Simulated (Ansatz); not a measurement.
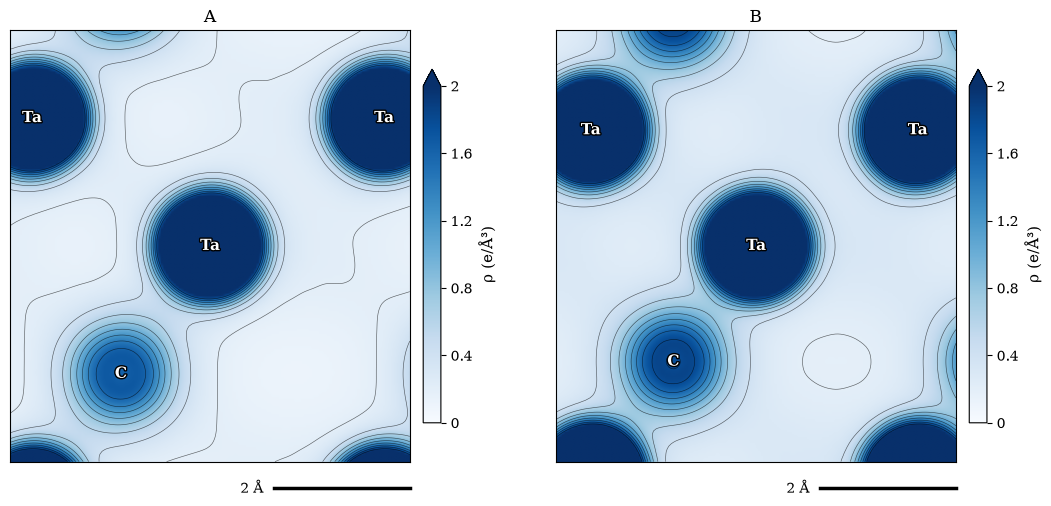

Ta$_{2}$C. The valence electron density of two cells that differ in size and shape, on the (110) plane of each (indices in the axes of the calculation cell), at one length scale and on one colour scale: A has 15.8 Å³ an atom and B 12.0.

Space group P-3m1.

Level of theory: Ansatz 0.2.0, DFT PBEsol, scalar-relativistic, plane waves, PAW.

The density is the valence pseudo-density of a PAW calculation; it isn't the true density close to the nuclei.

The larger cell:

```
Ta C
1.0
     3.25007    0.00000    0.00000
    -1.62503    2.81464    0.00000
     0.00000    0.00000    5.16713
Ta C
2 1
Direct
  0.33333 0.66667 0.25288
  0.66667 0.33333 0.74712
  0.00000 0.00000 0.00000
```

The smaller cell: a = 2.941 Å, b = 2.941 Å, c = 4.798 Å, α = 90.00°, β = 90.00°, γ = 120.00°.

Question: What changes from the larger cell to the smaller?

Answer: From the larger cell to the smaller, Ta–C goes from 2.29 to 2.09 Å, and the density at its midpoint from 0.52 to 0.78 e/Å³; the pressure goes from −31 to 48 GPa.
